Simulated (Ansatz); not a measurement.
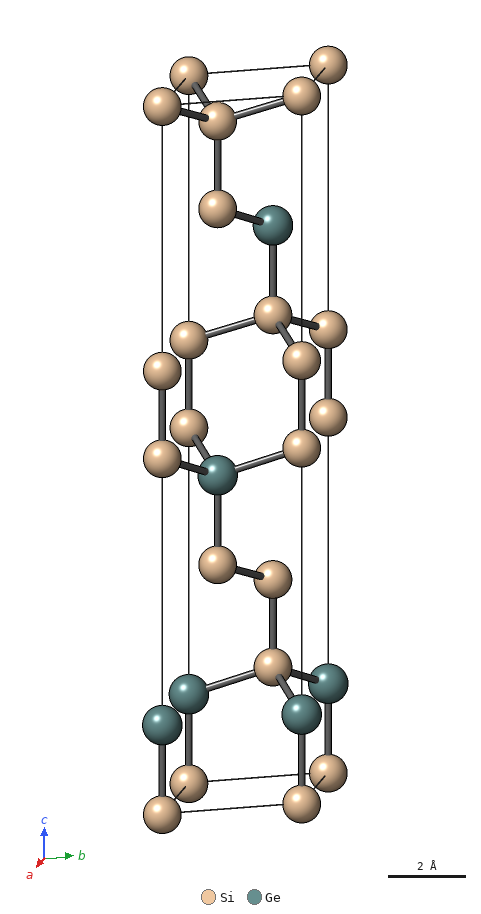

The image is a ball-and-stick drawing of a crystal, viewed slightly off an axis. The edges of the conventional unit cell are marked.

Si3Ge, space group R3m (No. 160), a = 3.89 Å, b = 3.89 Å, c = 19.02 Å, α = 90.00°, β = 90.00°, γ = 120.00°.

Setup: G0W0 on PBE, plane waves, PAW (Ansatz); E_cut = 420 eV, k-points about 0.32 Å⁻¹ apart, no spin polarisation.

Is it conducting or gapped at this level?

Answer. A semiconductor at this level, with a gap of 0.59 eV, indirect; the smallest direct gap is 1.13 eV.

The cell started as a structure type filled with these elements by a generator (whether the compound takes this form wasn't checked). Earlier steps of the study may have refined or changed the cell and positions. Ansatz was used for an electronic-structure calculation on it.
